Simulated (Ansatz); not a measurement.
Single-point calculation of WS$_{2}$ (part 1 of 2)

WS$_{2}$ (slab, 27 atoms in the cell), computed with DFT PBE+D3(BJ), scalar-relativistic, plane waves, PAW, no spin polarisation (Ansatz 0.2.0).

The structure derives from an entry of the Crystallography Open Database. It belongs to a series of runs on one base structure; here: the slab at its places in the relaxed adsorbed structure. Figures and captions count atoms from 1; the log counts them from 0 in places.

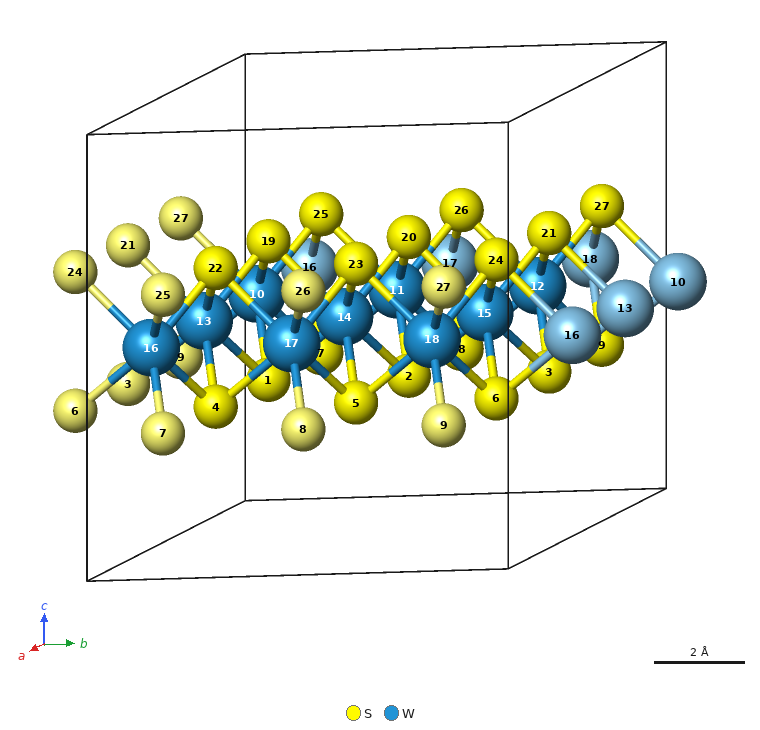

The input geometry (ball-and-stick view of the cell of the calculation, with the vacuum cut short, seen slightly off an axis; neighbours outside the cell are drawn fainter; atoms are numbered from 1 in the order of the input). An atom can appear more than once, as a periodic image. Near neighbours in the periodic cell (some may lie outside the picture): S has 3 W at 2.41 Å; W has 6 S at 2.41 Å.

**Key numbers**

```json
{"quantity": "outcome", "value": "converged"}
{"quantity": "electrons treated", "value": "234"}
{"quantity": "free energy", "value": "−109731.2075 eV"}
{"quantity": "work function, top face", "value": "4.72 eV"}
{"quantity": "work function, bottom face", "value": "4.72 eV"}
{"quantity": "Fermi energy", "value": "−0.378 eV"}
{"quantity": "gap on the k-point mesh", "value": "1.93 eV"}
{"quantity": "work function (upper face)", "value": "4.72 eV"}
{"quantity": "largest force (length of the vector)", "value": "0.053 eV/Å"}
{"quantity": "hardware", "value": "4 threads of AMD EPYC (Zen 5), 32 GiB of memory available, shared host"}
{"quantity": "wall time", "value": "8.6 s (CPU time 32 s)"}
{"quantity": "peak memory", "value": "5 GiB"}
```

Spin–orbit coupling is left out, which matters for W.

**Input file**
```yaml
crystal:
  lattice:
    - [9.4716094029, 0.0, 0.0]
    - [-4.7358047015, 8.2026543577, 0.0]
    - [0.0, 0.0, 23.8473666289]
  atoms:
    - { symbol: S, position: [0.4444444444, 0.2222222222, 0.3354668095] }
    - { symbol: S, position: [0.4444444444, 0.5555555556, 0.3354668095] }
    - { symbol: S, position: [0.4444444444, 0.8888888889, 0.3354668095] }
    - { symbol: S, position: [0.7777777778, 0.2222222222, 0.3354668095] }
    - { symbol: S, position: [0.7777777778, 0.5555555556, 0.3354668095] }
    - { symbol: S, position: [0.7777777778, 0.8888888889, 0.3354668095] }
    - { symbol: S, position: [0.1111111111, 0.2222222222, 0.3354668095] }
    - { symbol: S, position: [0.1111111111, 0.5555555556, 0.3354668095] }
    - { symbol: S, position: [0.1111111111, 0.8888888889, 0.3354668095] }
    - { symbol: W, position: [0.2221564315, 0.1111029104, 0.4015772263] }
    - { symbol: W, position: [0.2222140805, 0.4444444502, 0.4016229389] }
    - { symbol: W, position: [0.2221831447, 0.7777353546, 0.4015850234] }
    - { symbol: W, position: [0.5555736448, 0.1111335737, 0.4015639577] }
    - { symbol: W, position: [0.5556160933, 0.4445401449, 0.4015748378] }
    - { symbol: W, position: [0.5555849424, 0.7777312818, 0.4015863941] }
    - { symbol: W, position: [0.8889121072, 0.1110840805, 0.4016130172] }
    - { symbol: W, position: [0.8888819213, 0.4444839829, 0.4016136539] }
    - { symbol: W, position: [0.8888602016, 0.7777650083, 0.4016137541] }
    - { symbol: S, position: [0.4444237729, 0.222356037, 0.4675580487] }
    - { symbol: S, position: [0.444477328, 0.5555507335, 0.4677544808] }
    - { symbol: S, position: [0.4444464709, 0.8888065171, 0.4675975791] }
    - { symbol: S, position: [0.7778380574, 0.2222445407, 0.4676923938] }
    - { symbol: S, position: [0.7777395564, 0.5555454606, 0.4677687757] }
    - { symbol: S, position: [0.7777424778, 0.8888777689, 0.4677656437] }
    - { symbol: S, position: [0.111142752, 0.2221915916, 0.4677694063] }
    - { symbol: S, position: [0.1111160676, 0.5556058628, 0.4677667396] }
    - { symbol: S, position: [0.1111076251, 0.8888896757, 0.4676972427] }
basis:
  ecutwfc: 420
kpoints:
  mp_grid: { grid: [2, 2, 1] }
hamiltonian:
  xc: pbe
  dispersion: d3bj
scf:
  occupations: { method: gaussian, width: 0.05 }
output:
  forces: true
  eigenvalues: true
  write_density: true
  volumetric_format: npy
efield:
  axis: 3
  dipole_correction: true
  ramp_width: 0.04
```

Launch command:
```bash
ansatz run input.yaml --threads 4 --pin off --max-ram 10240MiB --backend cpu --events-out ev --progress --plain --runs-dir out
```

**Output**
```
Engine: ansatz 0.2.0, x86_64-unknown-linux-gnu
Pseudopotentials: kind: paw
Pseudopotential: S, paw, valence charge 6, recommended cutoff 420 eV (normal), S.paw.azcp
Pseudopotential: W, paw, valence charge 14, recommended cutoff 420 eV (normal), W.paw.azcp
Functional definition: PBE
  parameter kappa = 0.804
  parameter beta = 0.06672455060314922
  exchange = pbe_x(kappa = kappa, mu = beta*pi^2/3)
  correlation = pbe_c(beta = beta)
Crystal: 27 atoms, lattice volume = 1852.758 Å³
Basis set: ecut = 420 eV, 36139 PW (Γ), exchange–correlation on 128×128×320 points (8 copies of the dense FFT grid, shifted against one another)
Bands: 144, of which v1, the nominal top of the filled ones, is band 117 counted from 1 (116 counted from 0)
Symmetry: 1 space group operations
Space group: P1 (ITA 1), of the structure as read, at distance tolerance 1.2e-4 Å
k-points: 4
Non-local potential: S, projectors of the file, l = 0: 2, l = 1: 2, l = 2: 2
Non-local potential: W, projectors of the file, l = 0: 3, l = 1: 2, l = 2: 2, l = 3: 1
PAW form: soft (Blöchl's): semilocal exchange-correlation on the pseudo side does not see the compensation charge
PAW one-centre angular grid: S, 110 points (default); XC on 64 Gauss nodes
PAW one-centre angular grid: W, 590 points (default); XC on 64 Gauss nodes
Initial density: superposition of atomic densities (neutral atoms: chi_scale 0, normalization atom), corrected by the library's trained network
Initial wavefunctions: pseudopotential atomic-orbital guess
Functional: x = pbe(κ = 0.804, μ = 0.2195149727645171), c = pbe(β = 0.06672455060314922)
SCF iter   1: F=—  HF=-109731.160260 eV  |F-HF|=—  |Δ(HF+E_count)|=         —  Δρ=3.03e-3  dr2=2.21e-1  ethr=1.77e-3  p=0.000 e·Å  D=2.31e-5 V/Å  ΔV_dip=-0.00 eV  dr2_dipole=3.37e-8  V_vac-E_F(+/−)=5.03/5.03 eV  ⟨swp⟩=9.5  Hψ=2913  notcnv=0
efield: sawtooth ramp at fractional position 0.8816 (placed from the atoms, in the widest stretch of the axis that holds none; the zero of the levels goes with the place), width 0.0400; the density the first Hamiltonian is built on has a dipole p = 0.000 e·Å; the dipole correction subtracts the counter field D = 2.31e-5 V/Å, which shifts the + side's vacuum level by -0.00 eV against the − side's; the planar-averaged density in the ramp window peaks in size at 1.0e-5 e/Å³
preconditioner: auto → Resta (q_TF=auto, 1.933 Å⁻¹)  ε∞=2.7  [insulator: Δε(μ)=1.932 eV  Ē_g=8.335 eV  σ=0.050 eV  W_gap=1.00  n_scr=212 (ndim 8)  ℏωp=11.0 eV  f_vac=0.711  D(μ)=0.00/eV (n_scr^D=0)  ε∞_Penn≈2.7  vacuum switching on, ρ_ref=5.0e-3 e/Å³]
SCF iter   2: F=—  HF=-109731.192148 eV  |F-HF|=—  |Δ(HF+E_count)|=   3.19e-2  Δρ=1.86e-3  dr2=9.23e-2  ethr=9.44e-5  p=0.000 e·Å  D=5.42e-6 V/Å  ΔV_dip=-0.00 eV  dr2_dipole=1.92e-10  V_vac-E_F(+/−)=4.78/4.78 eV  ⟨swp⟩=3.2  Hψ=1063  notcnv=0  defer=88
SCF iter   3: F=—  HF=-109731.191442 eV  |F-HF|=—  |Δ(HF+E_count)|=   7.06e-4  Δρ=1.06e-3  dr2=1.00e-2  ethr=3.95e-5  p=0.000 e·Å  D=3.63e-6 V/Å  ΔV_dip=-0.00 eV  dr2_dipole=5.84e-9  V_vac-E_F(+/−)=4.83/4.83 eV  ⟨swp⟩=2.0  Hψ=769  notcnv=0  defer=88
SCF iter   4: F=—  HF=-109731.206454 eV  |F-HF|=—  |Δ(HF+E_count)|=   1.50e-2  Δρ=1.77e-4  dr2=4.25e-4  ethr=4.28e-6  p=-0.000 e·Å  D=-1.13e-5 V/Å  ΔV_dip=0.00 eV  dr2_dipole=3.12e-8  V_vac-E_F(+/−)=4.74/4.74 eV  ⟨swp⟩=2.2  Hψ=795  notcnv=0  defer=88
SCF iter   5: F=—  HF=-109731.206915 eV  |F-HF|=—  |Δ(HF+E_count)|=   4.61e-4  Δρ=8.98e-5  dr2=5.86e-4  ethr=1.82e-7  p=0.000 e·Å  D=1.95e-5 V/Å  ΔV_dip=-0.00 eV  dr2_dipole=4.56e-7  V_vac-E_F(+/−)=4.72/4.72 eV  ⟨swp⟩=3.0  Hψ=1035  notcnv=0  defer=88
SCF iter   6: F=—  HF=-109731.206863 eV  |F-HF|=—  |Δ(HF+E_count)|=   5.24e-5  Δρ=2.60e-5  dr2=3.57e-5  ethr=1.82e-7  p=-0.000 e·Å  D=-6.67e-6 V/Å  ΔV_dip=0.00 eV  dr2_dipole=1.98e-9  V_vac-E_F(+/−)=4.72/4.72 eV  ⟨swp⟩=2.0  Hψ=725  notcnv=0  defer=88
SCF iter   7: F=—  HF=-109731.207534 eV  |F-HF|=—  |Δ(HF+E_count)|=   6.71e-4  Δρ=4.32e-6  dr2=5.51e-7  ethr=1.53e-8  p=-0.000 e·Å  D=-6.93e-6 V/Å  ΔV_dip=0.00 eV  dr2_dipole=7.38e-10  V_vac-E_F(+/−)=4.72/4.72 eV  ⟨swp⟩=2.2  Hψ=844  notcnv=0  defer=88
SCF iter   8: F=—  HF=-109731.207534 eV  |F-HF|=—  |Δ(HF+E_count)|=   1.92e-7  Δρ=3.85e-6  dr2=7.86e-7  ethr=4.27e-11  p=-0.000 e·Å  D=-2.93e-6 V/Å  ΔV_dip=0.00 eV  dr2_dipole=9.67e-9  V_vac-E_F(+/−)=4.72/4.72 eV  ⟨swp⟩=15.8  Hψ=3487  notcnv=0
SCF iter   9: F=—  HF=-109731.207534 eV  |F-HF|=—  |Δ(HF+E_count)|=   6.37e-8  Δρ=1.51e-6  dr2=1.17e-7  ethr=2.36e-10  p=-0.000 e·Å  D=-8.13e-6 V/Å  ΔV_dip=0.00 eV  dr2_dipole=1.62e-9  V_vac-E_F(+/−)=4.72/4.72 eV  ⟨swp⟩=2.0  Hψ=736  notcnv=0
SCF iter  10: F=-109731.207534 eV  HF=-109731.207534 eV  |F-HF|=2.28e-9  |Δ(HF+E_count)|=   7.79e-9  Δρ=2.85e-7  dr2=2.65e-9  ethr=4.27e-11  p=-0.000 e·Å  D=-6.61e-6 V/Å  ΔV_dip=0.00 eV  dr2_dipole=1.48e-13  V_vac-E_F(+/−)=4.72/4.72 eV  ⟨swp⟩=4.8  Hψ=1781  notcnv=0
SCF 1 converged in 10 iterations: F = -109731.207534 eV  dr2 = 2.65e-9
  greatest PAW one-centre occupation: 1.000 electrons in one spin orbital (limit 2), on the W atom at site 10 (counted from 0), in its partial waves of l = 0
```

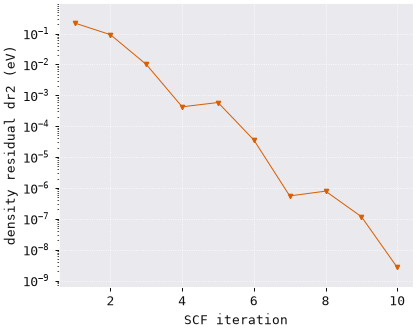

Convergence of the self-consistent field: density residual dr2 against the SCF iteration. The residual falls almost steadily, with no more than small rises.

```
SCF converged after 10 iterations
Free energy (F): -109731.207534 eV
Harris-Foulkes:  -109731.207534 eV  (|F-HF|=2.28e-9)
Internal energy: -109731.207534 eV  (E = F + TS)
E sigma→0 (E₀):  -109731.207534 eV
Fermi energy:    -0.378373 eV
Dipole field:    D = -0.000006 V/Å  (p = -0.000066 e·Å, saw-weighted, corrected)
Work function:   Φ+ = 4.7158 eV   Φ− = 4.7157 eV
Levels:          The Fermi level and band energies are counted from a zero that moves with the ramp; work functions are not
--- Per-component energies (eV) ---
  E_band       = -4582.867769
  E_kinetic    = 5997.657503
  E_local      = -183085.546410  (includes V_loc(G=0)·N_el)
  E_nonlocal   = 515.670226
  E_hartree    = 88470.154989
  E_xc         = -4159.408508
  E_vxc        = -3735.058108  (∫ρ·V_xc dr)
  E_paw        = -87868.215860  (= ΣΔE_a)
  E_vpaw       = -1215.900687  (= ΣTr[D̂ρ^β])
  E_aug_tail   = -0.000560  (compensation charges beyond the density's cutoff)
  E_efield     = 0.000000  (sawtooth field / dipole correction)
  E_vefield    = -0.000001  (∫n·V_field dr)
  E_ewald      = 70406.864931
  E_disp       = -8.383845  (pairwise vdW)
  E_smearing   = -0.000000  (= −TS)
  E_closure    = 0.000000  (closes the sum)
  Σ components = -109731.207534   (vs F -109731.207534, Δ=0.00e0)
--- Forces (eV/Å), atoms counted from 1 ---
  atom   1  S     -0.00382817     0.00383942    -0.01131973
  atom   2  S     -0.00582914    -0.00227594    -0.00226716
  atom   3  S      0.00184980    -0.00416543    -0.00774543
  atom   4  S      0.00701312     0.00382196     0.00128552
  atom   5  S      0.00441899     0.00498229    -0.00131444
  atom   6  S      0.00379012     0.00080259     0.00161146
  atom   7  S     -0.00517220     0.00440207     0.00230921
  atom   8  S     -0.00032476    -0.00539939     0.00449927
  atom   9  S     -0.00473839    -0.00438766    -0.00283950
  atom  10  W     -0.00066662    -0.00021007    -0.00763216
  atom  11  W      0.00059324    -0.00128229    -0.00362626
  atom  12  W     -0.00284557    -0.00024582    -0.00755728
  atom  13  W      0.00674188    -0.00120713    -0.00612788
  atom  14  W     -0.00416905     0.00177181    -0.00338724
  atom  15  W      0.00093168     0.00112554    -0.00414478
  atom  16  W     -0.00109815     0.00360791    -0.00668197
  atom  17  W      0.00713937    -0.00017254    -0.00684571
  atom  18  W     -0.00100880    -0.00103131    -0.00489127
  atom  19  S      0.01046729    -0.01275004     0.05074992
  atom  20  S     -0.00130501     0.00127354    -0.00793979
  atom  21  S     -0.00489417     0.01113420     0.03924933
  atom  22  S     -0.00963851    -0.00432498     0.01208745
  atom  23  S      0.00092164     0.00142566    -0.00947601
  atom  24  S      0.00206588    -0.00081000    -0.00902069
  atom  25  S     -0.00369501     0.00136963    -0.00987098
  atom  26  S      0.00060570    -0.00288356    -0.00929043
  atom  27  S      0.00267416     0.00158914     0.01018261
  max |Σ_I F_I| component: 3.95e-6 eV/Å
--- Band table (eV) ---
```
